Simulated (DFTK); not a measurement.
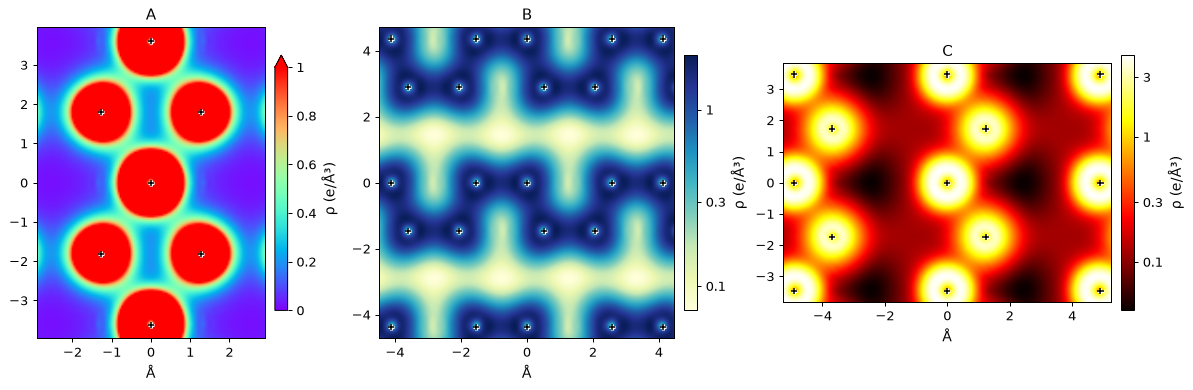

The valence electron density of 3 systems, each on a plane through atoms (crosses mark nuclei in the plane).

Computed with Kohn-Sham DFT of a periodic cell, PBEsol, dojo.nc.sr.PBEsol.v0_4_1.standard.upf (DFTK 0.8.2).

System 1: HfO2, the (110) plane of the conventional cell. Space group Fm-3m; computed pressure about −13 GPa in this cell.

```xyz
12
Lattice="5.1150 0.0000 0.0000 0.0000 5.1150 0.0000 0.0000 0.0000 5.1150" Properties=species:S:1:pos:R:3 pbc="T T T"
Hf    0.0000    0.0000    0.0000
Hf    2.5575    2.5575    0.0000
Hf    2.5575    0.0000    2.5575
Hf    0.0000    2.5575    2.5575
O     3.8363    1.2788    1.2788
O     1.2788    3.8363    1.2788
O     1.2788    1.2788    3.8363
O     3.8363    3.8363    3.8363
O     1.2788    1.2788    1.2788
O     3.8363    3.8363    1.2788
O     3.8363    1.2788    3.8363
O     1.2788    3.8363    3.8363
```

System 2: C, the (110) plane of the conventional cell. Space group P6₃/mmc.

```yaml
crystal:
  lattice:
    - [2.52210, 0.00000, 0.00000]
    - [-1.26105, 2.18420, 0.00000]
    - [0.00000, 0.00000, 4.11860]
  atoms:
    - { symbol: C, position: [0.66667, 0.33333, 0.93750] }
    - { symbol: C, position: [0.33333, 0.66667, 0.43750] }
    - { symbol: C, position: [0.66667, 0.33333, 0.56250] }
    - { symbol: C, position: [0.33333, 0.66667, 0.06250] }
```

System 3: HfN, the (011) plane of the conventional cell. Space group F-43m; a structure from a database of computed crystals, not necessarily the ambient phase; computed pressure about −6 GPa in this cell.

> Match each panel to its system.

Panel A is system 1, HfO2: the plane holds Hf and O. Hf–O (2.21 Å): ρ is about 0.49 e/Å³ halfway. Panel B is system 2, C: the plane holds C. C–C (1.54 Å): ρ at the midpoint is about 1.6 e/Å³. Panel C is system 3, HfN: the plane holds Hf and N. Hf–N (2.13 Å): the density is about 0.65 e/Å³ at the midpoint.
